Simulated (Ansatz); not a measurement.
# Calculations on TiAl$_{3}$

### Scan

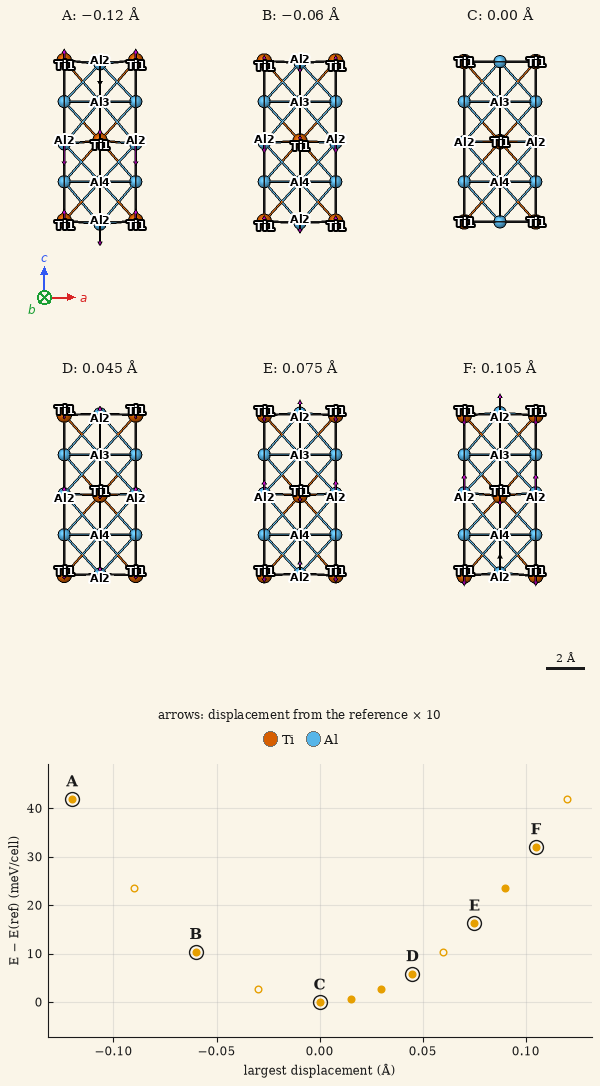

A scan of solid TiAl₃ (I4/mmm): a normal mode at the zone centre is frozen in with the cell fixed, the amplitude being the largest displacement of an atom. The lettered frames are marked on the plot. Hollow markers are points alike by symmetry, not computed again. The picture is a ball-and-stick view of the conventional cell (2 times the calculation's cell), seen along the b axis. Purple arrows: displacements from the reference. Lengths and directions refer to the drawn axes.

Level of theory: DFT PBE, scalar-relativistic, plane waves, PAW (Ansatz 0.2.0). (plane-wave cutoff 420 eV; k-point mesh 18 × 18 × 18; occupations gaussian; smearing width 0.15 eV; no spin polarisation). Energies (free energies at the smearing named) are counted from the relaxed crystal.

Read off the main features of the energy profile.

The harmonic wavenumber of the mode is 196 cm⁻¹, a stable vibration. The lowest computed point lies at the amplitude 0.00 Å (0.0 meV/cell). The end points stand at 42.0 meV/cell (−0.12 Å) and 42.0 meV/cell (0.12 Å). The well is symmetric. The distortion takes the space group from I4/mmm to I4mm.

### Scan

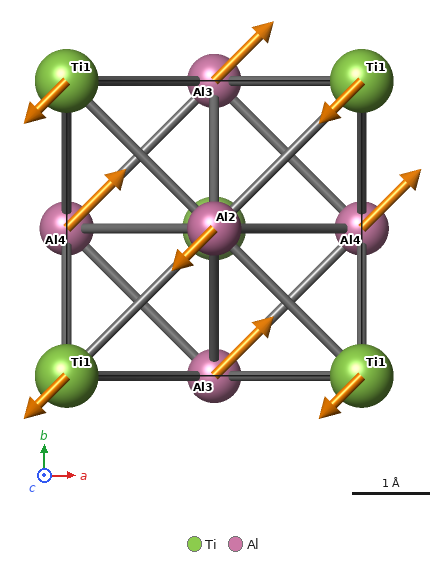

A scan of solid TiAl$_{3}$ (I4/mmm): a normal mode at the zone centre (one arbitrary combination within a set of 2 degenerate modes) is frozen in with the cell fixed, the amplitude being the largest displacement of an atom. The picture shows the reference cell. The orange arrows give the direction of positive displacement. Style: ball-and-stick. Shown: the conventional cell (2 times the calculation's cell), along the c axis. Lengths and directions refer to the drawn axes.

Computed with DFT PBE, scalar-relativistic, plane waves, PAW (Ansatz). Settings: plane-wave cutoff 420 eV; k-point mesh 18 × 18 × 18; occupations gaussian; smearing width 0.15 eV; no spin polarisation. Energies (free energies at the smearing named) are counted from the relaxed crystal.

The input:
```yaml
crystal:
  lattice:
    - [-1.9226734293, 1.9226734293, 4.3114047961]
    - [1.9226734293, -1.9226734293, 4.3114047961]
    - [1.9226734293, 1.9226734293, -4.3114047961]
  atoms:
    - { symbol: Ti, position: [0.0, 0.0, 0.0] }
    - { symbol: Al, position: [0.5, 0.5, 0.0] }
    - { symbol: Al, position: [0.75, 0.25, 0.5] }
    - { symbol: Al, position: [0.25, 0.75, 0.5] }
basis:
  ecutwfc: 420
kpoints:
  mp_grid: { grid: [18, 18, 18] }
hamiltonian:
  xc: pbe
scf:
  occupations: { method: gaussian, width: 0.15 }
output:
  forces: true
  stress: true
  eigenvalues: true
  write_density: true
  write_potential: true
  elf: true
  volumetric_format: npy
```

Command:
```bash
ansatz run input.yaml --threads 2 --pin off --max-ram 5120MiB --backend cpu --events-out ev --progress --plain --runs-dir out
```

Question: What energies does the calculation give (the amplitude: −0.120, −0.090, −0.060, −0.030, 0.000, 0.015, 0.030, 0.045, 0.060, 0.075, 0.090, 0.105, 0.120 Å)?

Answer:
| largest displacement (Å) | E − E(ref) (meV/cell) |
| --- | --- |
| −0.120 | 116.8 |
| −0.090 | 66.2 |
| −0.060 | 29.6 |
| −0.030 | 7.4 |
| 0.000 | 0.0 |
| 0.015 | 1.9 |
| 0.030 | 7.4 |
| 0.045 | 16.7 |
| 0.060 | 29.6 |
| 0.075 | 46.1 |
| 0.090 | 66.2 |
| 0.105 | 89.8 |
| 0.120 | 116.8 |

Points that are alike by symmetry were computed once.

The harmonic wavenumber of the mode is 220 cm⁻¹, a stable vibration. The lowest computed point lies at the amplitude 0.00 Å (0.0 meV/cell). The end points stand at 116.8 meV/cell (−0.12 Å) and 116.8 meV/cell (0.12 Å). The well is symmetric.

As a plot (hollow markers are points alike by symmetry):

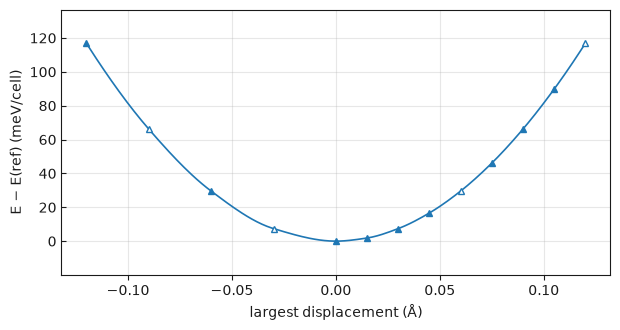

### One mode

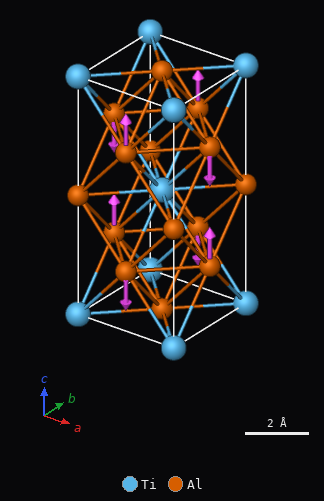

One vibrational mode of a crystal of TiAl$_{3}$ at the zone centre. The pink arrows give the relative displacements of the atoms. A ball-and-stick model of the conventional cell (2 times the calculation's cell), seen from a free direction. Lengths and directions refer to the drawn axes.

All numbers below come from Ansatz, DFT PBE, scalar-relativistic, plane waves, PAW. Settings: plane-wave cutoff 420 eV; k-point mesh 18 × 18 × 18; occupations gaussian; smearing width 0.15 eV; no spin polarisation.

**What mode is this, and where does it lie in the spectrum?**

This is the B₁g mode at 7.57 THz, optical level 3 of 6, counted from below, Raman-active by symmetry. The Ti and Al (2b) atoms stay at rest; all motion is along c; atoms of one kind move against one another, with no net shift of their sublattice.
